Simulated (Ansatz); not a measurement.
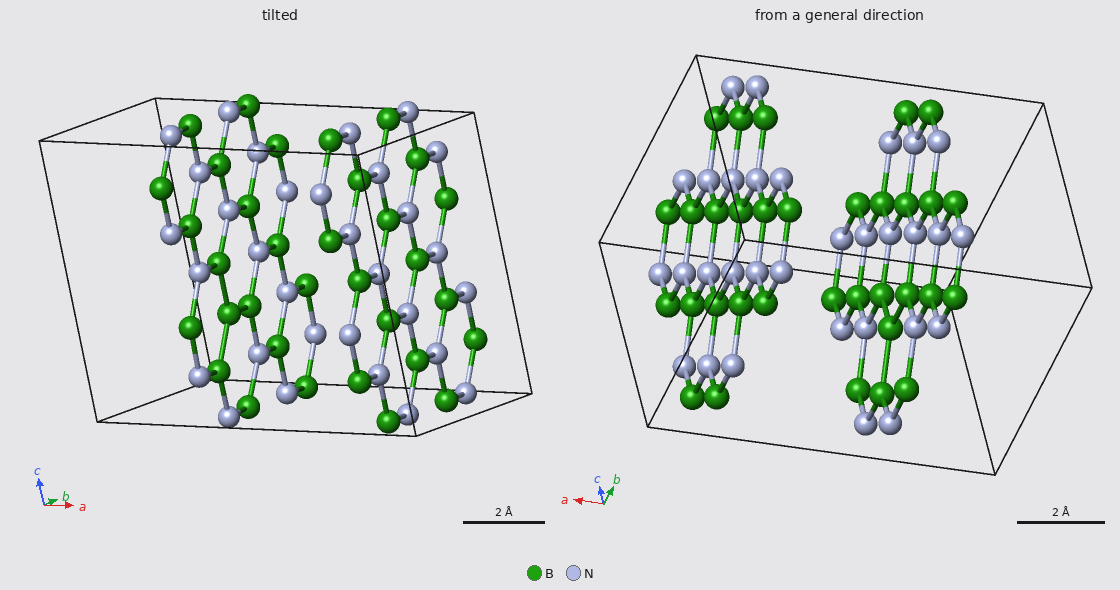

A ball-and-stick rendering, viewed slightly off an axis and from a general direction. Lines trace the edges of the supercell. The host is BN, in a cell of 48 sites, and the cell carries a charge of -1.

Question: Identify the point defect.

Answer: Boron on a nitrogen site (an antisite). It is bonded to three B in a trigonal planar arrangement at about 1.5 Å.

Method used: DFT PBE, scalar-relativistic, plane waves, PAW (Ansatz 0.2.0). It ran with a 420 eV plane-wave basis, 2×2×2 k-points, Gaussian smearing of 0.01 eV, collinear spins.

Question: Is a magnetic moment found?

Answer: Yes, 0.5 μB in the cell.

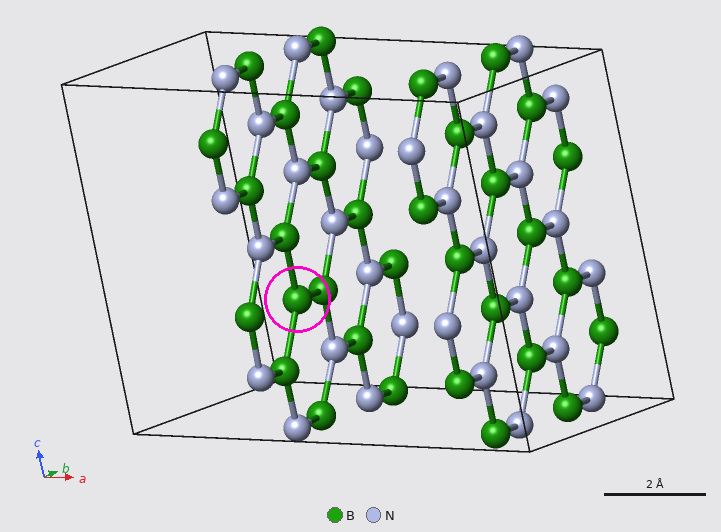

The same cell with a ring at the defect's site.

The atoms were relaxed in the host's cell with Ansatz 0.2.0, DFT PBE, scalar-relativistic, plane waves, PAW.
